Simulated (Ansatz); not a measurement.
Single-point calculation of GaSe

System: GaSe (P6₃/mmc, 8 atoms in the cell).
Method: DFT PBE+D3(BJ), scalar-relativistic, plane waves, PAW, no spin polarisation (Ansatz 0.2.0).

The structure was built on a prototype by a generator; it need not be a known phase.

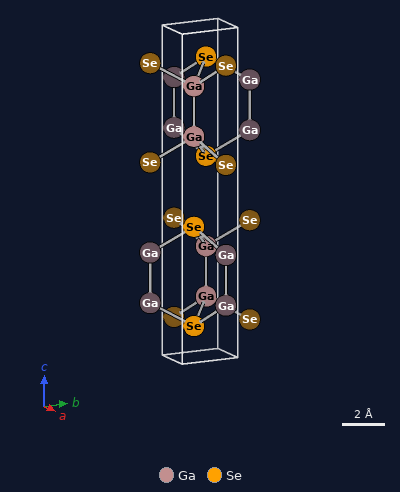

**Figure 1.** The input geometry (ball-and-stick view of the cell of the calculation, seen slightly off an axis; neighbours outside the cell are drawn fainter). Near neighbours in the crystal (not all of them lie inside the picture): Ga has 1 Ga at 2.44 Å and 3 Se at 2.47 Å; Se has 3 Ga at 2.47 Å.

## Summary

| quantity | value |
| --- | --- |
| outcome | converged |
| space group (tolerance 0.01 Å) | P6₃/mmc (194) |
| electrons treated | 116 |
| free energy | −37015.3491 eV |
| Fermi energy | 7.788 eV |
| gap on the k-point mesh | 0.86 eV |
| gap on the band path | 0.86 eV |
| pressure | −0.01 GPa |
| largest force (length of the vector) | 0.001 eV/Å |
| hardware | 4 threads of Arm Neoverse V2, 24 GiB of memory available, shared host |
| wall time | 11 s (CPU time 41 s) |
| peak memory | 0.73 GiB |

## Input file
```yaml
crystal:
  lattice:
    - [3.7697531076, 2.9e-09, 0.0]
    - [-1.8848765563, 3.2647019557, 0.0]
    - [0.0, 0.0, 15.9618857296]
  atoms:
    - { symbol: Ga, position: [0.3333333333, 0.6666666667, 0.1734591225] }
    - { symbol: Ga, position: [0.6666666667, 0.3333333333, 0.6734591225] }
    - { symbol: Ga, position: [0.3333333333, 0.6666666667, 0.3265408775] }
    - { symbol: Ga, position: [0.6666666667, 0.3333333333, 0.8265408775] }
    - { symbol: Se, position: [0.3333333333, 0.6666666667, 0.5996530182] }
    - { symbol: Se, position: [0.6666666667, 0.3333333333, 0.0996530182] }
    - { symbol: Se, position: [0.3333333333, 0.6666666667, 0.9003469818] }
    - { symbol: Se, position: [0.6666666667, 0.3333333333, 0.4003469818] }
basis:
  ecutwfc: 420
kpoints:
  mp_grid: { grid: [9, 9, 2] }
  band_path: { path: [VBM, CBM], npoints: 2 }
hamiltonian:
  xc: pbe
  dispersion: d3bj
scf:
  occupations: { method: gaussian, width: 0.02 }
output:
  forces: true
  stress: true
  eigenvalues: true
```

Run as:
```bash
ansatz run input.yaml --threads 4 --pin off --max-ram 10240MiB --backend cpu --events-out ev --progress --plain --runs-dir out
```

## The program's output
```
Engine: ansatz 0.2.0, aarch64-unknown-linux-gnu
Pseudopotentials: kind: paw
Pseudopotential: Ga, paw, valence charge 13, recommended cutoff 420 eV (normal), Ga.paw.azcp
Pseudopotential: Se, paw, valence charge 16, recommended cutoff 420 eV (normal), Se.paw.azcp
Functional definition: PBE
  parameter kappa = 0.804
  parameter beta = 0.06672455060314922
  exchange = pbe_x(kappa = kappa, mu = beta*pi^2/3)
  correlation = pbe_c(beta = beta)
Crystal: 8 atoms, lattice volume = 196.445 Å³
Basis set: ecut = 420 eV, 3893 PW (Γ), exchange–correlation on 54×54×216 points (8 copies of the dense FFT grid, shifted against one another)
Bands: 70, of which v1, the nominal top of the filled ones, is band 58 counted from 1 (57 counted from 0)
Symmetry: 24 space group operations
Space group: P63/mmc (ITA 194), of the structure as read, at distance tolerance 5.8e-5 Å
k-points: 24 of 162
Non-local potential: Ga, projectors of the file, l = 0: 2, l = 1: 2, l = 2: 3, l = 3: 1
Non-local potential: Se, projectors of the file, l = 0: 2, l = 1: 2, l = 2: 3, l = 3: 1
PAW form: soft (Blöchl's): semilocal exchange-correlation on the pseudo side does not see the compensation charge
PAW one-centre angular grid: Ga, 590 points (default); XC on 64 Gauss nodes
PAW one-centre angular grid: Se, 590 points (default); XC on 64 Gauss nodes
Initial density: superposition of atomic densities (neutral atoms: chi_scale 0, normalization atom), corrected by the library's trained network
Initial wavefunctions: pseudopotential atomic-orbital guess
Functional: x = pbe(κ = 0.804, μ = 0.2195149727645171), c = pbe(β = 0.06672455060314922)
SCF iter   1: F=—  HF=-37015.351827 eV  |F-HF|=—  |Δ(HF+E_count)|=         —  Δρ=1.47e-3  dr2=2.89e-3  ethr=1.77e-3  ⟨swp⟩=6.1  Hψ=5847  notcnv=0  defer=2
preconditioner: auto → Resta (q_TF=auto, 2.499 Å⁻¹)  ε∞=3.5  [insulator: Δε(μ)=0.862 eV  Ē_g=14.598 eV  σ=0.020 eV  W_gap=1.00  n_scr=66 (ndim 8)  ℏωp=23.1 eV  f_vac=0.097  D(μ)=0.00/eV (n_scr^D=0)  ε∞_Penn≈3.5]
SCF iter   2: F=—  HF=-37015.348974 eV  |F-HF|=—  |Δ(HF+E_count)|=   2.85e-3  Δρ=8.56e-4  dr2=9.33e-4  ethr=2.49e-6  ⟨swp⟩=2.0  Hψ=3352  notcnv=0  defer=117
SCF iter   3: F=—  HF=-37015.348935 eV  |F-HF|=—  |Δ(HF+E_count)|=   3.89e-5  Δρ=3.98e-4  dr2=2.21e-4  ethr=8.04e-7  ⟨swp⟩=2.0  Hψ=2413  notcnv=0  defer=117
SCF iter   4: F=—  HF=-37015.349076 eV  |F-HF|=—  |Δ(HF+E_count)|=   1.41e-4  Δρ=1.22e-4  dr2=1.64e-5  ethr=1.91e-7  ⟨swp⟩=2.0  Hψ=1933  notcnv=0  defer=117
SCF iter   5: F=—  HF=-37015.349140 eV  |F-HF|=—  |Δ(HF+E_count)|=   6.44e-5  Δρ=3.13e-5  dr2=2.88e-6  ethr=1.41e-8  ⟨swp⟩=2.0  Hψ=2893  notcnv=0  defer=117
SCF iter   6: F=—  HF=-37015.349142 eV  |F-HF|=—  |Δ(HF+E_count)|=   2.13e-6  Δρ=1.54e-5  dr2=4.90e-7  ethr=2.48e-9  ⟨swp⟩=2.0  Hψ=2893  notcnv=0  defer=117
SCF iter   7: F=-37015.349143 eV  HF=-37015.349143 eV  |F-HF|=9.98e-8  |Δ(HF+E_count)|=   8.57e-7  Δρ=4.30e-6  dr2=4.65e-8  ethr=8.62e-11  ⟨swp⟩=8.1  Hψ=7540  notcnv=0
SCF 1 converged in 7 iterations: F = -37015.349143 eV  dr2 = 4.65e-8
  greatest PAW one-centre occupation: 1.000 electrons in one spin orbital (limit 2), on the Se atom at site 6 (counted from 0), in its partial waves of l = 2
NSCF: frozen V_eff on 28 k-points
NSCF: frozen V_eff on 28 k-points
NSCF: frozen V_eff on 28 k-points
NSCF: frozen V_eff on 12 k-points
NSCF: frozen V_eff on 8 k-points
NSCF: frozen V_eff on 3 k-points
NSCF: frozen V_eff on 3 k-points
NSCF: frozen V_eff on 3 k-points
NSCF: frozen V_eff on 3 k-points
NSCF: frozen V_eff on 3 k-points
SCF converged after 7 iterations
Free energy (F): -37015.349143 eV
Harris-Foulkes:  -37015.349143 eV  (|F-HF|=9.98e-8)
Internal energy: -37015.349143 eV  (E = F + TS)
E sigma→0 (E₀):  -37015.349143 eV
Fermi energy:    7.788462 eV
--- Per-component energies (eV) ---
  E_band       = -1864.265933
  E_kinetic    = 935.789769
  E_local      = -18785.927452  (includes V_loc(G=0)·N_el)
  E_nonlocal   = -684.617534
  E_hartree    = 9030.904936
  E_xc         = -692.809568
  E_vxc        = -623.931299  (∫ρ·V_xc dr)
  E_paw        = -15599.522552  (= ΣΔE_a)
  E_vpaw       = -767.393306  (= ΣTr[D̂ρ^β])
  E_aug_tail   = -0.002782  (compensation charges beyond the density's cutoff)
  E_ewald      = -11216.840100
  E_disp       = -2.323859  (pairwise vdW)
  E_smearing   = -0.000000  (= −TS)
  E_closure    = -0.000000  (closes the sum)
  Σ components = -37015.349143   (vs F -37015.349143, Δ=0.00e0)
--- Forces (eV/Å), atoms counted from 1 ---
  atom   1  Ga    -0.00000000    -0.00000000    -0.00147812
  atom   2  Ga    -0.00000000     0.00000000    -0.00147812
  atom   3  Ga     0.00000000    -0.00000000     0.00147812
  atom   4  Ga    -0.00000000     0.00000000     0.00147812
  atom   5  Se     0.00000000    -0.00000000     0.00080959
  atom   6  Se    -0.00000000    -0.00000000     0.00080959
  atom   7  Se     0.00000000    -0.00000000    -0.00080959
  atom   8  Se    -0.00000000     0.00000000    -0.00080959
  max |Σ_I F_I| component: 1.16e-17 eV/Å
--- Stress (GPa, compression-positive) ---
       -0.008909      -0.000000       0.000000
        0.000000      -0.008909       0.000000
        0.000000       0.000000      -0.005098
  P = ⅓ Tr σ = -0.0076 GPa (-0.076 kbar)
--- Band table (eV; the first three rows and the last of 24) ---
  k-point 0: bands = ["-40.3876", "-40.3876", "-40.3876", "-40.3876", "-40.3876", "-40.3876", "-40.3876", "-40.3876", "-40.3479", "-40.3479", "-40.3479", "-40.3479", "-40.3477", "-40.3477", "-40.3477", "-40.3477", "-40.3336", "-40.3336", "-40.3335", "-40.3335", "-7.8235", "-7.8231", "-7.7001", "-7.7001", "-7.6999", "-7.6999", "-7.6399", "-7.6399", "-7.6399", "-7.6399", "-7.6394", "-7.6394", "-7.6394", "-7.6394", "-7.4889", "-7.4861", "-7.4861", "-7.4860", "-7.4860", "-7.4794", "-6.8944", "-6.6831", "-6.6805", "-6.4547", "0.2278", "0.6327", "2.5926", "3.6876", "5.7085", "5.8926", "5.8926", "6.0137", "6.0137", "6.0281", "6.0281", "6.1563", "6.1563", "7.3565", "8.2205", "9.2291", "9.4892", "9.6088", "11.2613", "11.2613", "11.3525", "11.3525", "12.6223", "12.6223", "12.8156", "12.8156"]
  k-point 1: bands = ["-40.3876", "-40.3876", "-40.3876", "-40.3876", "-40.3876", "-40.3876", "-40.3876", "-40.3876", "-40.3479", "-40.3479", "-40.3479", "-40.3479", "-40.3477", "-40.3477", "-40.3477", "-40.3477", "-40.3336", "-40.3336", "-40.3335", "-40.3335", "-7.8233", "-7.8233", "-7.7000", "-7.7000", "-7.7000", "-7.7000", "-7.6399", "-7.6399", "-7.6399", "-7.6399", "-7.6394", "-7.6394", "-7.6394", "-7.6394", "-7.4861", "-7.4861", "-7.4861", "-7.4861", "-7.4843", "-7.4843", "-6.8328", "-6.8328", "-6.5235", "-6.5235", "0.4053", "0.4053", "3.0953", "3.0953", "5.9294", "5.9294", "5.9294", "5.9294", "6.1160", "6.1160", "6.1160", "6.1160", "6.4566", "6.4566", "8.8814", "8.8814", "9.5380", "9.5380", "11.3043", "11.3043", "11.3043", "11.3043", "12.7207", "12.7207", "12.7207", "12.7207"]
  k-point 2: bands = ["-40.3876", "-40.3876", "-40.3876", "-40.3876", "-40.3875", "-40.3875", "-40.3875", "-40.3875", "-40.3479", "-40.3479", "-40.3479", "-40.3479", "-40.3477", "-40.3477", "-40.3477", "-40.3477", "-40.3336", "-40.3336", "-40.3335", "-40.3335", "-7.8248", "-7.8240", "-7.7341", "-7.7295", "-7.6986", "-7.6984", "-7.6791", "-7.6733", "-7.6415", "-7.6415", "-7.6363", "-7.6362", "-7.6349", "-7.6348", "-7.5175", "-7.5132", "-7.4870", "-7.4869", "-7.4408", "-7.4398", "-6.7479", "-6.5521", "-6.5430", "-6.3303", "0.3150", "0.6692", "2.6662", "3.4754", "4.8881", "5.1213", "5.1226", "5.4993", "5.6794", "5.8231", "5.8338", "5.9889", "6.0994", "7.2271", "9.0835", "9.7232", "10.0378", "10.2123", "10.8758", "11.1032", "11.4979", "11.5484", "12.1910", "12.5166", "12.9920", "13.1663"]
  k-point 23: bands = ["-40.3872", "-40.3872", "-40.3872", "-40.3872", "-40.3871", "-40.3871", "-40.3871", "-40.3871", "-40.3480", "-40.3480", "-40.3479", "-40.3479", "-40.3479", "-40.3479", "-40.3478", "-40.3478", "-40.3331", "-40.3331", "-40.3331", "-40.3331", "-7.9058", "-7.9058", "-7.8322", "-7.8322", "-7.7862", "-7.7862", "-7.7100", "-7.7100", "-7.6419", "-7.6419", "-7.6193", "-7.6193", "-7.6033", "-7.6033", "-7.5183", "-7.5183", "-7.5106", "-7.5106", "-7.3662", "-7.3662", "-5.1842", "-5.1842", "-5.1034", "-5.1034", "-0.0222", "-0.0222", "0.9810", "0.9810", "2.6533", "2.6533", "3.1166", "3.1166", "4.3735", "4.3735", "4.6564", "4.6564", "5.3913", "5.3913", "9.0504", "9.0504", "9.8020", "9.8020", "11.3666", "11.3666", "12.0467", "12.0467", "13.3373", "13.3373", "14.6329", "14.6329"]
```

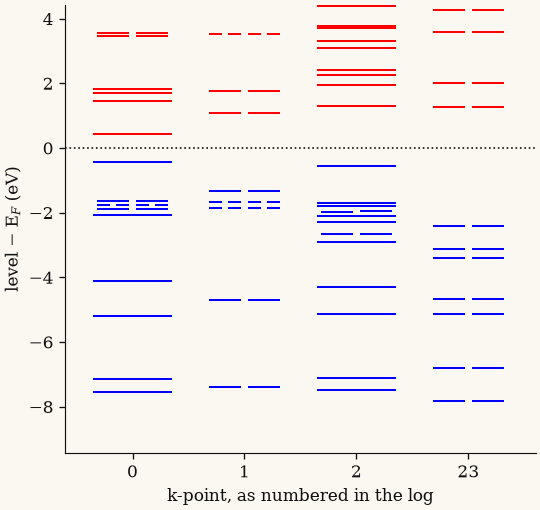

**Figure 2.** Kohn–Sham levels near the Fermi level (dotted) at the few k-points that the log prints; levels within 0.02 eV of each other stand side by side. Among these points the highest filled and lowest empty levels are 0.86 eV apart, which is the gap on the mesh.
